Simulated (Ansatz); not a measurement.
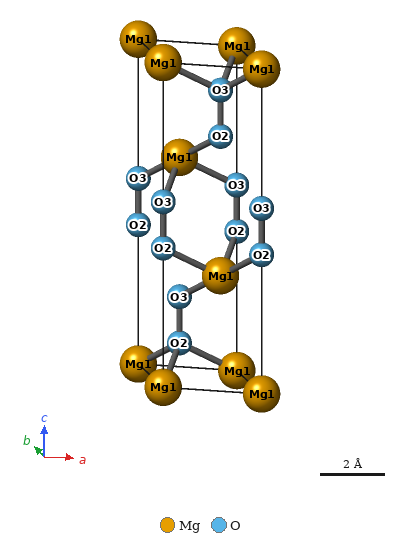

**Figure 1.** The structure as given in the input (ball-and-stick view of the cell 3 times as large as that of the calculation, set on its symmetry axes, seen slightly off an axis; atoms are numbered from 1 in the order of the input). An atom can appear more than once, as a periodic image.

Single-point calculation, with input and output: MgO2

MgO2 (R-3m, 3 atoms in the cell), computed with DFT r2SCAN, scalar-relativistic, plane waves, PAW, no spin polarisation (Ansatz 0.2.0).

The structure derives from a Materials Project entry. Figures and captions count atoms from 1; the log counts them from 0 in places.

### Input file
```yaml
crystal:
  lattice:
    - [1.604761016, 0.9265092046, 3.4939788749]
    - [-1.604761016, 0.9265092046, 3.4939788749]
    - [0.0, -1.8530184092, 3.4939788749]
  atoms:
    - { symbol: Mg, position: [0.0, 0.0, 0.0] }
    - { symbol: O, position: [0.428786, 0.428786, 0.428786] }
    - { symbol: O, position: [0.571214, 0.571214, 0.571214] }
basis:
  ecutwfc: 500
kpoints:
  mp_grid: { grid: [6, 6, 6] }
hamiltonian:
  xc: r2scan
scf:
  occupations: { method: gaussian, width: 0.1 }
output:
  forces: true
  stress: true
  eigenvalues: true
```

Hardware: 2 threads of Intel Xeon (Granite Rapids), 32 GiB of memory available, shared host.

Launch command:
```bash
ansatz run input.yaml --threads 2 --pin off --max-ram 5120MiB --backend cpu --events-out ev --progress --plain --runs-dir out
```

### Log
```
Engine: ansatz 0.2.0, x86_64-unknown-linux-gnu
Pseudopotentials: kind: paw
Pseudopotential: Mg, paw, valence charge 10, recommended cutoff 500 eV (meta_gga), Mg.paw.azcp
Pseudopotential: O, paw, valence charge 6, recommended cutoff 500 eV (meta_gga), O.paw.azcp
Functional definition: r2SCAN
  parameter k0 = 0.174
  parameter k1 = 0.065
  parameter a1 = 4.9479
  exchange = r2scan_x(k0 = k0, k1 = k1, a1 = a1)
  correlation = r2scan_c
Crystal: 3 atoms, lattice volume = 31.170 Å³
Basis set: ecut = 500 eV, 775 PW (Γ), exchange–correlation on 120×120×120 points (64 copies of the dense FFT grid, shifted against one another)
Bands: 15, of which v1, the nominal top of the filled ones, is band 11 counted from 1 (10 counted from 0)
Symmetry: 12 space group operations
Space group: R-3m (ITA 166), of the structure as read, at distance tolerance 3.1e-5 Å
k-points: 32 of 216
Non-local potential: Mg, projectors of the file, l = 0: 3, l = 1: 2, l = 2: 1
Non-local potential: O, projectors of the file, l = 0: 2, l = 1: 2, l = 2: 1
PAW form: soft (Blöchl's): semilocal exchange-correlation on the pseudo side does not see the compensation charge
PAW frozen core: Mg, regenerated for the run's functional (the file was generated under x = pbe(κ = 0.804, μ = 0.2195149727645171), c = pbe(β = 0.06672455060314922))
PAW frozen core: O, regenerated for the run's functional (the file was generated under x = pbe(κ = 0.804, μ = 0.2195149727645171), c = pbe(β = 0.06672455060314922))
PAW one-centre angular grid: Mg, 302 points (default); XC on 224 Gauss nodes
PAW one-centre angular grid: O, 302 points (default); XC on 160 Gauss nodes
Initial density: superposition of atomic densities (neutral atoms: chi_scale 0, normalization atom), corrected by the library's trained network
Initial wavefunctions: pseudopotential atomic-orbital guess
Functional: x = r2scan, c = r2scan; τ floored in thin density (d = 2e-4 eV/Å³)
SCF iter   1: F=—  HF=-3063.630233 eV  |F-HF|=—  |Δ(HF+E_count)|=         —  Δρ=1.06e-2  dr2=1.14e-2  dr2_τ=1.31e-1  ethr=1.77e-3  ⟨swp⟩=5.0  Hψ=2568  notcnv=0
preconditioner: auto → none  [insulator: Δε(μ)=2.917 eV  Ē_g=17.534 eV  σ=0.100 eV  W_gap=1.00  n_scr=14 (ndim 8)  ℏωp=24.9 eV  f_vac=0.042  D(μ)=0.00/eV (n_scr^D=0)  ε∞_Penn≈3.0]
SCF iter   2: F=—  HF=-3063.703646 eV  |F-HF|=—  |Δ(HF+E_count)|=   7.34e-2  Δρ=4.97e-3  dr2=2.61e-3  dr2_τ=2.24e-4  ethr=5.18e-5  ⟨swp⟩=2.0  Hψ=1216  notcnv=0
SCF iter   3: F=—  HF=-3063.704059 eV  |F-HF|=—  |Δ(HF+E_count)|=   4.13e-4  Δρ=1.21e-3  dr2=2.48e-4  dr2_τ=2.90e-5  ethr=1.18e-5  ⟨swp⟩=2.5  Hψ=716  notcnv=0
SCF iter   4: F=—  HF=-3063.704004 eV  |F-HF|=—  |Δ(HF+E_count)|=   5.54e-5  Δρ=3.03e-4  dr2=1.75e-5  dr2_τ=5.07e-6  ethr=1.13e-6  ⟨swp⟩=2.0  Hψ=669  notcnv=0
SCF iter   5: F=—  HF=-3063.704006 eV  |F-HF|=—  |Δ(HF+E_count)|=   1.92e-6  Δρ=6.01e-5  dr2=3.40e-7  dr2_τ=6.58e-8  ethr=7.96e-8  ⟨swp⟩=2.0  Hψ=662  notcnv=0
SCF iter   6: F=-3063.704006 eV  HF=-3063.704006 eV  |F-HF|=3.23e-9  |Δ(HF+E_count)|=   4.35e-7  Δρ=1.06e-5  dr2=1.75e-8  dr2_τ=2.27e-9  ethr=4.55e-10  ⟨swp⟩=5.3  Hψ=2118  notcnv=0
SCF 1 converged in 6 iterations: F = -3063.704006 eV  dr2 = 1.75e-8
  greatest PAW one-centre occupation: 1.000 electrons in one spin orbital (limit 2), on the Mg atom at site 0 (counted from 0), in its partial waves of l = 0
```

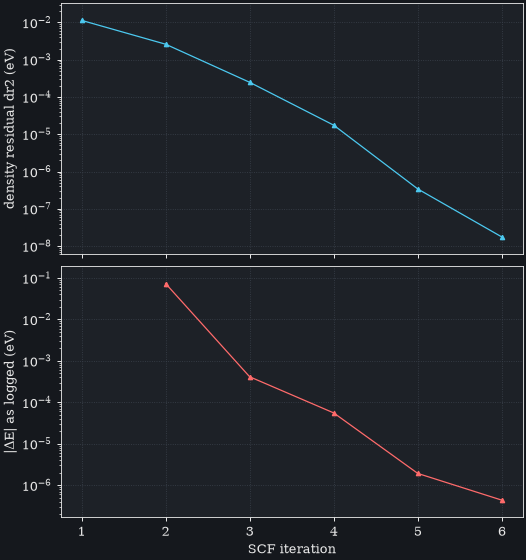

**Figure 2.** Convergence of the self-consistent field: density residual dr2 and size of the energy change against the SCF iteration. The residual falls at every step.

```
SCF converged after 6 iterations
Free energy (F): -3063.704006 eV
Harris-Foulkes:  -3063.704006 eV  (|F-HF|=3.23e-9)
Internal energy: -3063.704006 eV  (E = F + TS)
E sigma→0 (E₀):  -3063.704006 eV
Fermi energy:    7.417693 eV
--- Per-component energies (eV) ---
  E_band       = -379.814822
  E_kinetic    = 427.394812
  E_local      = -2147.141340  (includes V_loc(G=0)·N_el)
  E_nonlocal   = 190.877968
  E_hartree    = 749.832930
  E_xc         = -173.880403
  E_vxc        = -251.315303  (∫ρ·V_xc dr)
  E_paw        = -615.358250  (= ΣΔE_a)
  E_vpaw       = -115.886591  (= ΣTr[D̂ρ^β])
  E_aug_tail   = 0.002086  (compensation charges beyond the density's cutoff)
  E_vtau       = 16.590761  (kinetic-family band-sum trace: ∫τ·v_τ [+ j·A + Jᵃ·Aᵃ] dr)
  E_ewald      = -1495.341718
  E_core_change = -0.090090  (= ΣΔE_core)
  E_smearing   = -0.000000  (= −TS)
  E_closure    = 0.000000  (closes the sum)
  Σ components = -3063.704006   (vs F -3063.704006, Δ=0.00e0)
--- Forces (eV/Å), atoms counted from 1 ---
  atom   1  Mg     0.00000000     0.00000000    -0.00000000
  atom   2  O     -0.00000000     0.00000000     0.21578066
  atom   3  O      0.00000000    -0.00000000    -0.21578066
  max |Σ_I F_I| component: 1.16e-18 eV/Å
--- Stress (GPa, compression-positive) ---
       -4.867610       0.000000      -0.000000
        0.000000      -4.867610       0.000000
        0.000000       0.000000      -6.571176
  P = ⅓ Tr σ = -5.4355 GPa (-54.355 kbar)
--- Band table (eV; the first three rows and the last of 32) ---
  k-point 0: bands = ["-70.1991", "-35.3230", "-35.2922", "-35.2922", "-16.3046", "-9.4966", "-1.5965", "2.5203", "2.5203", "5.1191", "5.1191", "11.2506", "11.5590", "19.0962", "21.1237"]
  k-point 1: bands = ["-70.1986", "-35.3218", "-35.3006", "-35.2939", "-16.1832", "-9.5704", "-1.4116", "1.8330", "2.4329", "4.9676", "5.0058", "11.3649", "12.3892", "19.2086", "19.7674"]
  k-point 2: bands = ["-70.1976", "-35.3203", "-35.3163", "-35.2974", "-15.9278", "-9.7207", "-0.9968", "0.5958", "2.2658", "4.7857", "4.8211", "11.0832", "14.3312", "17.8325", "19.5127"]
  k-point 31: bands = ["-70.1990", "-35.3269", "-35.2923", "-35.2923", "-15.7874", "-11.0702", "1.1046", "1.9862", "1.9862", "5.9421", "5.9421", "8.8910", "11.6718", "16.4043", "21.1851"]
```

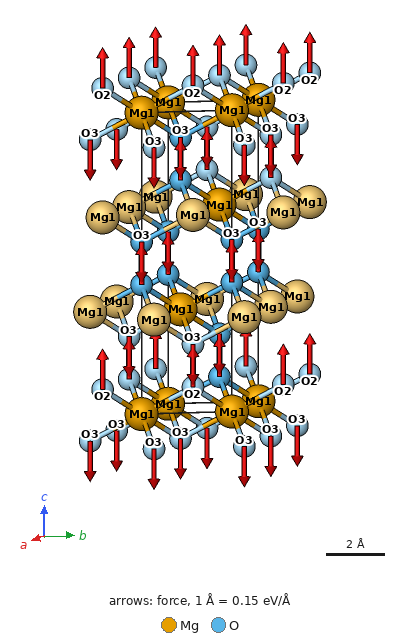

**Figure 3.** Forces on the atoms as red arrows (ball-and-stick view of the cell 3 times as large as that of the calculation, set on its symmetry axes, seen slightly off an axis; neighbours outside the cell are drawn fainter; atoms are numbered from 1 in the order of the input). The largest act on O2, O3 (0.22 eV/Å). The geometry is not a stationary point of this energy.

### Summary

- outcome: converged
- space group (tolerance 0.01 Å): R-3m (166)
- electrons treated: 22
- free energy: −3063.7040 eV
- Fermi energy: 7.418 eV
- gap on the k-point mesh: 2.95 eV
- pressure: −5.44 GPa
- largest force (length of the vector): 0.216 eV/Å
- wall time: 0.86 s (CPU time 1.5 s)
- peak memory: 0.46 GiB

The cell is under a tension of 5.4 GPa at this level, so it is not at its equilibrium volume.
